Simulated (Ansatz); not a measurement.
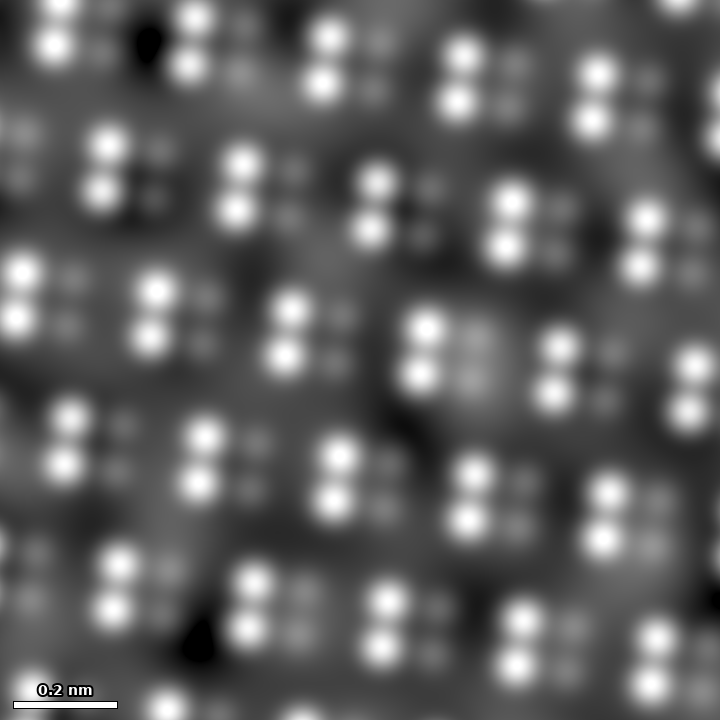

Z-contrast image of SiC (P6_3mc, No. 186). Simulation: incoherent imaging, intensity Z^1.8 per atom, probe width 0.63 Å, thin sample. The display is stretched by a gamma of 0.65; percentages refer to the linear signal. The speckle of an amorphous layer was added. Structure used: the end point of a relaxation with Ansatz, DFT PBE, scalar-relativistic, plane waves, PAW; the starting structure was generated, so it need not be a known form of this composition.

```
Si C
1.0
     3.09194    0.00000    0.00000
    -1.54597    2.67770    0.00000
     0.00000    0.00000    5.07429
Si C
2 2
Direct
  0.33333 0.66667 0.99958
  0.66667 0.33333 0.49958
  0.33333 0.66667 0.37542
  0.66667 0.33333 0.87542
```

Q: Along which zone axis is the crystal seen: [311], [210], [001] or [101]? (Directions equivalent by symmetry count as one.)

A: [101]. The projected cells are 1.84 × 2.37 Å, 92° for [311]; 1.55 × 2.54 Å, 90° for [210]; 3.09 × 3.09 Å, 120° for [001]; 2.64 × 2.99 Å, 116° for [101], and the image repeats as the [101] one does.
